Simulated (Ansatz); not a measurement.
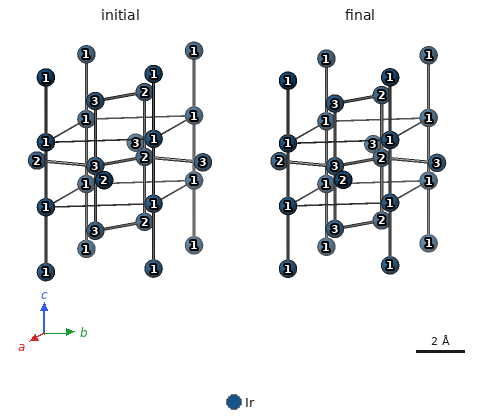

The structure of a crystal of Ir (built on the omega_191 type) (coarse preliminary run) before (left) and after (right) a relaxation, at one scale.

Style: ball-and-stick. Shown: the cell of the calculation, slightly off an axis.

Case: omega type (P6/mmm, No. 191).

Method: DFT PBEsol, scalar-relativistic, plane waves, PAW in Ansatz. Settings: plane-wave cutoff 420 eV; k-point mesh 6 × 6 × 6; occupations gaussian; smearing width 0.1 eV; no spin polarisation; cell and atoms relaxed; force threshold 0.04 eV/Å; at most 70 steps.

> Summarise the run.

The atoms keep their places relative to the cell (all moves are under 0.005 Å). The drawn cell changes as follows: a = b 4.546 → 4.316 Å (−5.1 %), c 2.787 → 2.694 Å (−3.3 %); the volume changes by −12.9 %. Some distances before and after: Ir2–Ir3 2.625 → 2.492 Å, Ir1–Ir1 2.787 → 2.694 Å. The space group stays P6/mmm (No. 191). Over 2 accepted moves (3 points after the start) the energy falls by 275 meV per atom. All forces vanish by symmetry, so only the cell relaxes. The pressure goes from −34.94 to 0.21 GPa. At 1 point the geometry stayed and the basis and grid were re-selected for the new cell (energy shift of 1.2 meV per atom at most each time). The run took roughly 10 core-seconds on a shared host.

Limits of the set-up: the k-point mesh is coarse for a cell with partly filled bands.
